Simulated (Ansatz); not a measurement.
# Hg: 6 runs along one coordinate

System: Hg (2 atoms in the cell).
Method: DFT, BLYP, plane waves (420 eV) with PAW, scalar-relativistic, no spin polarisation (Ansatz 0.2.0).

The 6 runs differ only in the geometry, by an even scaling of the cell at fixed fractional positions.

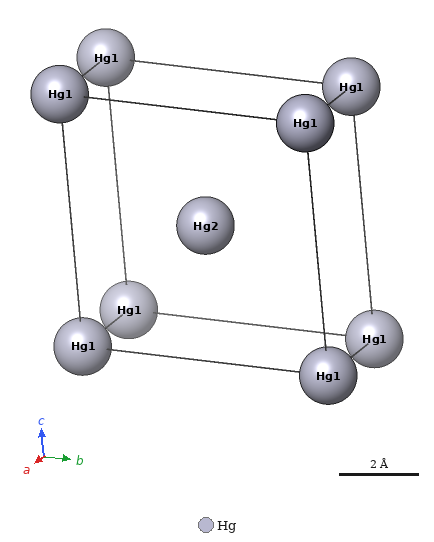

Figure 1. The structure of run 4 (spheres-only view of the reduced cell, seen slightly off an axis; atoms are numbered from 1 in the order of the input).

## Input of run 4
```yaml
crystal:
  lattice:
    - [-4.9556746109, 4.9601209522, 2.664281017]
    - [4.9601209522, -4.9556746109, 2.664281017]
    - [4.9580200146, 4.9580200146, -2.6561375347]
  atoms:
    - { symbol: Hg, position: [0.0001584033, 0.9998415967, 1.0] }
    - { symbol: Hg, position: [0.7498415967, 0.2501584033, 0.5] }
hamiltonian:
  xc: blyp
  pseudopotentials:
    kind: paw
    azcp:
      Hg: "pseudopotentials/Hg.paw.azcp"
basis:
  ecutwfc: 420
  fft_grid_basis: typed
kpoints:
  mp_grid: { grid: [8, 8, 5], shift: [0, 0, 0] }
magnetization:
  spin_polarized: false
scf:
  occupations: { method: fermi_dirac, width: 0.1 }
  lower_state_search: "off"
output:
  stress: true
```

Run 5 differs from it as follows:
```diff
-    - [-4.9556746109, 4.9601209522, 2.664281017]
-    - [4.9601209522, -4.9556746109, 2.664281017]
-    - [4.9580200146, 4.9580200146, -2.6561375347]
+    - [-5.0208883343, 5.0253931868, 2.6993413668]
+    - [5.0253931868, -5.0208883343, 2.6993413668]
+    - [5.0232646021, 5.0232646021, -2.6910907211]
```

## Results, with one run withheld

```tsv
run	volume per atom (Å³)	free energy per atom, from the lowest run given (meV)	pressure (GPa)
1	115.317	8.15	0.05
2	120.558	6.64	0.05
3	125.800	5.18	0.04
4	131.042	3.79	0.04
5	136.284	?	?
6	146.767	0.00	0.04
```

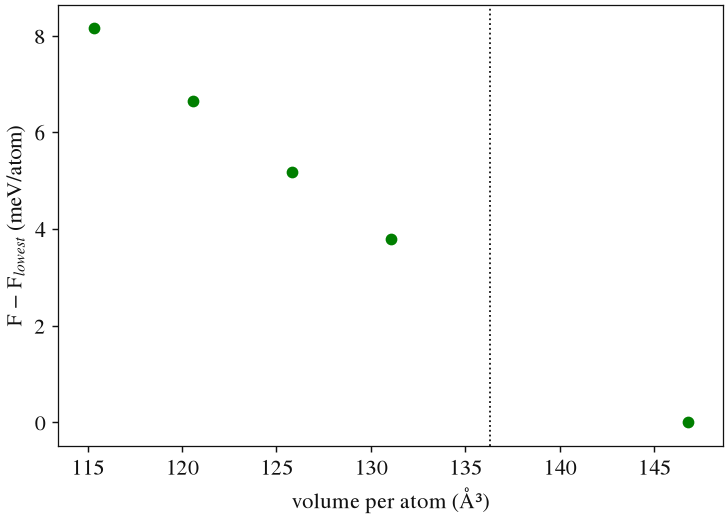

Figure 2. Free energy per atom of the runs given; the dotted line marks run 5.

What should run 5 give?

A cubic polynomial in V^(−2/3) (the Birch–Murnaghan form), fitted to the 5 runs given, misses them by under 0.01 meV per atom. With x = V^(−2/3) − 0.03954 Å⁻², it reads F = 4.8072 + 1296.6 x − 14057 x² − 9.1256e+05 x³ (meV per atom). At run 5 it gives 2.46 meV per atom, and the run itself gives 2.46. The slope of the fit gives a pressure −dF/dV of 0.04 GPa there, and the run prints 0.04 GPa. The fit has no minimum inside this range.

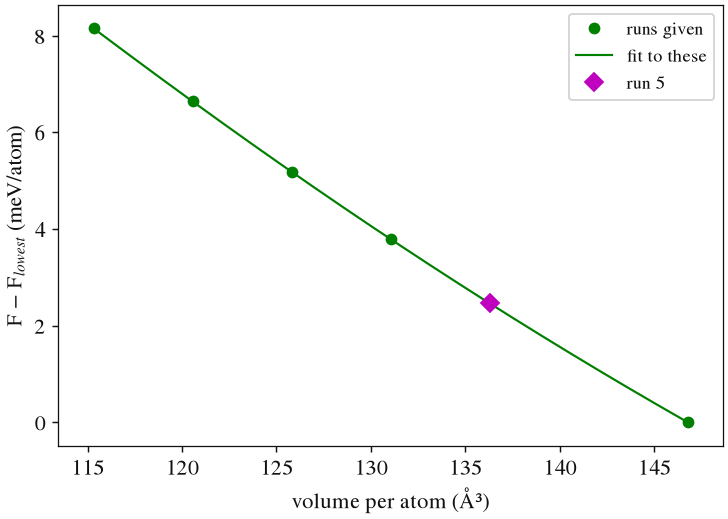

Figure 3. The fit and the withheld run.

## Output, shortened to warnings, some set-up lines, iterations and results (run 5)
```
Basis set: ecut = 420 eV, 5301 PW (Γ), exchange–correlation on 108×108×108 points (8 copies of the dense FFT grid, shifted against one another)
Symmetry: 4 space group operations
k-points: 93 of 320
Initial density: superposition of atomic densities (neutral atoms: chi_scale 0, normalization atom), corrected by the library's trained network
[...]
SCF iter   1: F=—  HF=-27682.345590 eV  |F-HF|=—  |Δ(HF+E_count)|=         —  Δρ=2.31e-3  dr2=2.05e-2  ethr=1.77e-3  ⟨swp⟩=5.1  Hψ=9344  notcnv=0
SCF iter   2: F=—  HF=-27682.339039 eV  |F-HF|=—  |Δ(HF+E_count)|=   6.55e-3  Δρ=5.26e-4  dr2=8.70e-4  ethr=5.11e-5  ⟨swp⟩=2.0  Hψ=4101  notcnv=0
SCF iter   3: F=—  HF=-27682.338650 eV  |F-HF|=—  |Δ(HF+E_count)|=   3.89e-4  Δρ=2.29e-4  dr2=1.38e-4  ethr=2.17e-6  ⟨swp⟩=3.0  Hψ=3863  notcnv=0
SCF iter   4: F=—  HF=-27682.338590 eV  |F-HF|=—  |Δ(HF+E_count)|=   5.97e-5  Δρ=4.02e-5  dr2=3.59e-6  ethr=3.45e-7  ⟨swp⟩=2.0  Hψ=3348  notcnv=0
SCF iter   5: F=—  HF=-27682.338732 eV  |F-HF|=—  |Δ(HF+E_count)|=   1.42e-4  Δρ=7.42e-6  dr2=1.27e-7  ethr=8.97e-9  ⟨swp⟩=2.0  Hψ=3329  notcnv=0
SCF iter   6: F=-27682.338732 eV  HF=-27682.338732 eV  |F-HF|=3.68e-9  |Δ(HF+E_count)|=   3.77e-8  Δρ=6.23e-7  dr2=1.70e-9  ethr=2.50e-10  ⟨swp⟩=4.0  Hψ=7436  notcnv=0
SCF 1 converged in 6 iterations: F = -27682.338732 eV  dr2 = 1.70e-9
SCF converged after 6 iterations
Free energy (F): -27682.338732 eV
Harris-Foulkes:  -27682.338732 eV  (|F-HF|=3.68e-9)
Internal energy: -27682.338732 eV  (E = F + TS)
E sigma→0 (E₀):  -27682.338732 eV
Fermi energy:    -0.941240 eV
--- Per-component energies (eV) ---
  E_band       = -1357.196072
  E_kinetic    = 1210.033872
  E_local      = -9584.697075  (includes V_loc(G=0)·N_el)
  E_nonlocal   = 139.683861
  E_hartree    = 4138.868110
  E_xc         = -434.379849
  E_vxc        = -514.268566  (∫ρ·V_xc dr)
  E_paw        = -19953.137218  (= ΣΔE_a)
  E_vpaw       = -885.684983  (= ΣTr[D̂ρ^β])
  E_aug_tail   = 0.001783  (compensation charges beyond the density's cutoff)
  E_ewald      = -3199.012636
  E_core_change = 0.300419  (= ΣΔE_core)
  E_smearing   = -0.000000  (= −TS)
  E_closure    = -0.000000  (closes the sum)
  Σ components = -27682.338732   (vs F -27682.338732, Δ=0.00e0)
--- Stress (GPa, compression-positive) ---
        0.037985       0.000003      -0.000017
        0.000003       0.037985      -0.000017
       -0.000017      -0.000017       0.042382
  P = ⅓ Tr σ = 0.0395 GPa (0.395 kbar)
```

Notes: Spin–orbit coupling is left out, which matters for Hg.
